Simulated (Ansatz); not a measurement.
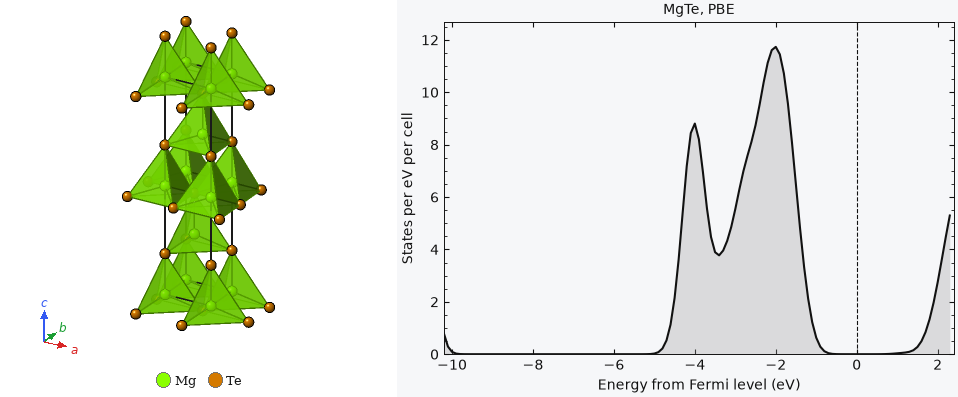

Density of states, beside the structure. Energies are counted from the Fermi level. The DOS curve is built from the levels of the k mesh with Gaussians 0.55 eV wide, which also blur the band edges; ripples of that width can come from the mesh.

System: MgTe, space group P6_3mc (No. 186), 8 atoms in the cell, relaxed with r2SCAN.

```cif
data_structure
_symmetry_space_group_name_H-M 'P6_3mc'
_symmetry_Int_Tables_number 186
_cell_length_a 4.5753
_cell_length_b 4.5753
_cell_length_c 14.9204
_cell_angle_alpha 90.000
_cell_angle_beta 90.000
_cell_angle_gamma 120.000
_cell_volume 270.49
loop_
_atom_site_label
_atom_site_type_symbol
_atom_site_symmetry_multiplicity
_atom_site_Wyckoff_symbol
_atom_site_fract_x
_atom_site_fract_y
_atom_site_fract_z
_atom_site_occupancy
Mg1 Mg 2 a 0.00000 0.00000 0.99964 1
Mg2 Mg 2 b 0.33333 0.66667 0.25004 1
Te1 Te 2 a 0.00000 0.00000 0.18746 1
Te2 Te 2 b 0.33333 0.66667 0.43786 1
```

Method: PBE, Ansatz PAW set, no spin polarisation, no spin-orbit coupling, 6×6×2 k mesh, 420 eV cutoff, Fermi-Dirac smearing of 0.02 eV (Ansatz).

> Is there a gap at the Fermi level, and how wide?

There is a gap; over the k points computed it is 2.44 eV (direct to within 0.02 eV).

> Where is the tallest peak of the filled states in the window?

Within the window shown, the tallest peak of the filled states lies 0.8 eV under the valence-band top, at about 12 states per eV and cell.

Spin-orbit coupling is left out, which matters for Te. LDA, GGA and most meta-GGA functionals understate gaps. The usual form of MgTe is wurtzite or NiAs-type.
